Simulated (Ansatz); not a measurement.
Consider ZrN.

Input

```
crystal:
  lattice:
    - [0.0, 2.3, 2.3]
    - [2.3, 0.0, 2.3]
    - [2.3, 2.3, 0.0]
  atoms:
    - { symbol: Zr, position: [0.5, 0.5, 0.5] }
    - { symbol: "N", position: [0.0, 0.0, 0.0] }
basis:
  ecutwfc: 420
kpoints:
  mp_grid: { grid: [16, 16, 16] }
hamiltonian:
  xc: pbe
scf:
  occupations: { method: gaussian, width: 0.1 }
output:
  forces: true
  stress: true
  eigenvalues: true
  write_density: true
  write_potential: true
  elf: true
  volumetric_format: npy
relax:
  adjacent_minimum: "off"
  f_tol: 0.005
  max_steps: 80
  cell: { stress_tol: 0.05 }
```

Command:

```sh
ansatz run input.yaml --threads 2 --pin off --max-ram 5120MiB --backend cpu --events-out ev --progress --plain --runs-dir out
```

Below, planes, directions and counts refer to the conventional cell (a = 4.59 Å, b = 4.59 Å, c = 4.59 Å, α = 90.00°, β = 90.00°, γ = 90.00°).

The fields are those of the relaxed geometry.

Space group Fm-3m; computed without spin polarisation.

All numbers below come from Ansatz, DFT PBE, scalar-relativistic, plane waves, PAW.

### What will maps of the valence pseudo-density and electron localisation function show?

Zr–N (2.30 Å): ρ at the midpoint is about 0.45 e/Å³; the ELF peaks at about 0.80 in the valence shell of N, 0.7 Å from its nucleus, and drops to about 0.15 between the two atoms; no localised pair shows between them.

### Does the calculation give a band gap?

It is gapless in this calculation (a metal or semimetal).

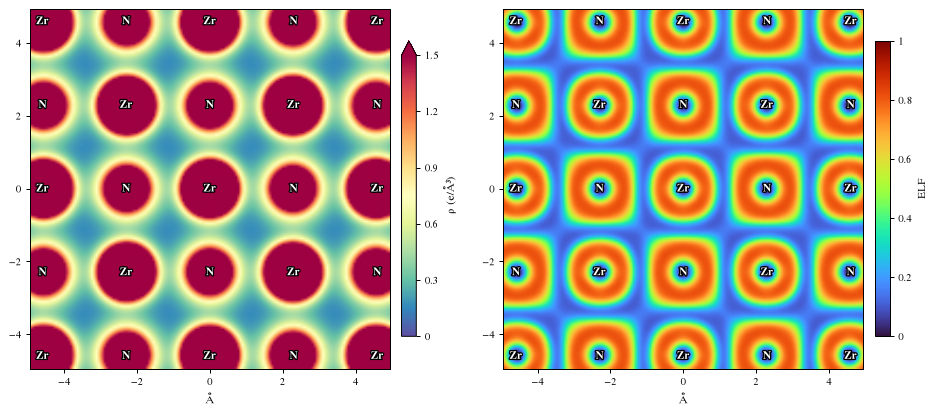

Computed valence pseudo-density and electron localisation function on the (001) plane of the conventional cell, in this order. 

In a PAW calculation such maps are meaningful between the atoms, not at the nuclei.
